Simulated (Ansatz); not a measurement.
Program: Ansatz.

```
crystal:
  lattice:
    - [2.871732, 0.0, 0.0]
    - [0.0, 2.871732, 0.0]
    - [0.0, 0.0, 8.615196]
  atoms:
    - { symbol: Fe, position: [0, 0, 0], spin: 2.4, spin_axis: [0.824466, 0.522724, -0.216831] }
    - { symbol: Fe, position: [0.5, 0.5, 0.166666667], spin: 2.4, spin_axis: [-0.257534, -0.37385, -0.891018] }
    - { symbol: Fe, position: [0, 0, 0.333333333], spin: 2.4, spin_axis: [-0.192129, -0.782352, 0.592462] }
    - { symbol: Fe, position: [0.5, 0.5, 0.5], spin: 2.4, spin_axis: [0.833672, 0.427061, 0.350156] }
    - { symbol: Fe, position: [0, 0, 0.666666667], spin: 2.4, spin_axis: [0.257918, -0.614042, 0.745943] }
    - { symbol: Fe, position: [0.5, 0.5, 0.833333333], spin: 2.4, spin_axis: [-0.514557, 0.003885, -0.857447] }
kpoints:
  mp_grid: { grid: [4, 4, 2] }
hamiltonian:
  xc: pbe
  pseudopotentials: { kind: nc }
scf:
  occupations: { method: gaussian, width: "0.1 eV" }
magnetization:
  noncollinear: true
```

Fe (Im-3m, 6 atoms in the cell); DFT, PBE, norm-conserving potentials, plane waves, scalar-relativistic in Ansatz development build ahead of 0.2.0; cutoff 1224.51 eV, 4×4×2 k-mesh, Gaussian smearing of 0.1 eV, non-collinear spins.

> How does the iteration go?

The run gave up at step 100 without converging. The residual is still falling at the last step (down to 1.3 × 10⁻⁷). The integral of |m| goes from 13.1 to 13.7 μB per cell, though in an unconverged run this needn't be final.

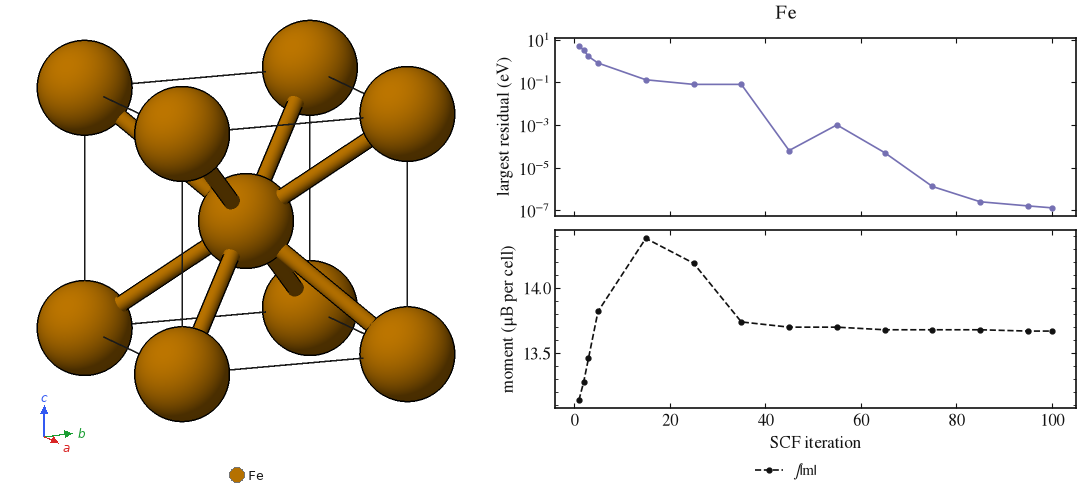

Beside the plot: the structure in its conventional cell.

SCF iterations of a calculation: largest residual, magnetic moments. Only some iterations were kept.
